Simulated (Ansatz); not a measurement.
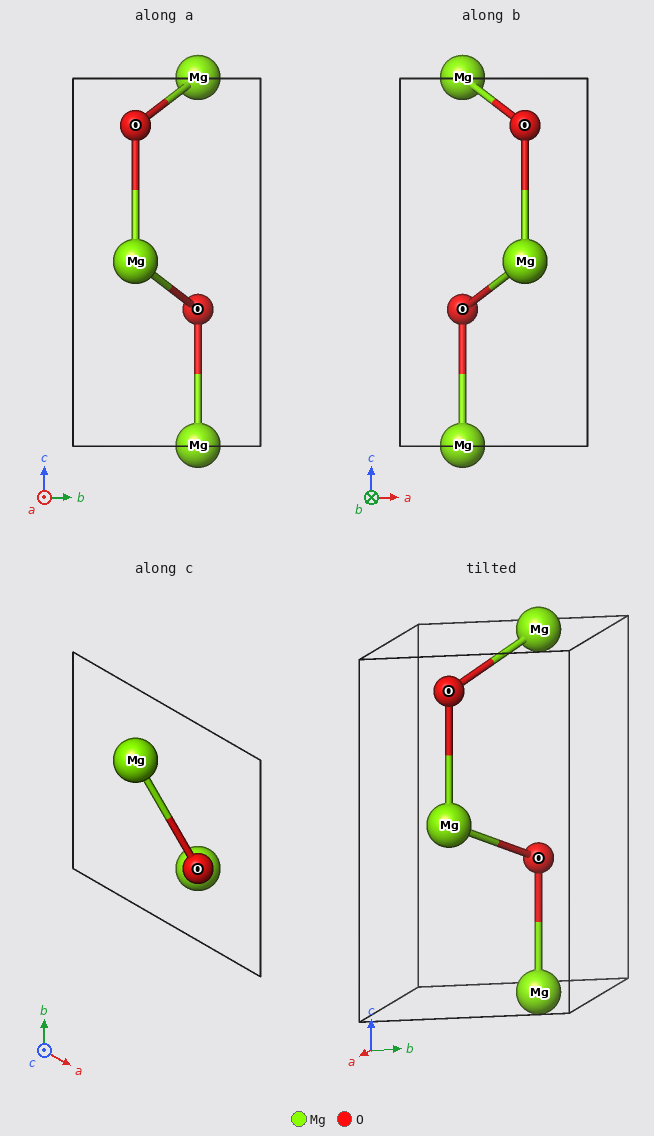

A ball-and-stick rendering, viewed along the a axis, along the b axis, along the c axis and slightly off an axis. Atoms at the boundary of the conventional unit cell (the box) are drawn once for each face, edge or corner they touch.

Lattice parameters: a = 3.124 Å, b = 3.124 Å, c = 5.308 Å, α = 90.00°, β = 90.00°, γ = 120.00°.

Q: Express the structure as a table of Wyckoff sites, with free fractional coordinates to two decimals.

A: Space group P6_3mc (No. 186).
| atom | site | x | y | z |
| --- | --- | --- | --- | --- |
| Mg | 2b | 0.3333 | 0.6667 | 0.00 |
| O | 2b | 0.3333 | 0.6667 | 0.37 |

The cell started as a structure type filled with these elements by a generator (whether the compound takes this form wasn't checked). The cell was then strained or its atoms displaced on purpose. It went into a calculation with Ansatz.

At this level of theory the cell isn't at rest (compressed, at 8 GPa), so its distances can differ from those at equilibrium, the more so the softer the solid.
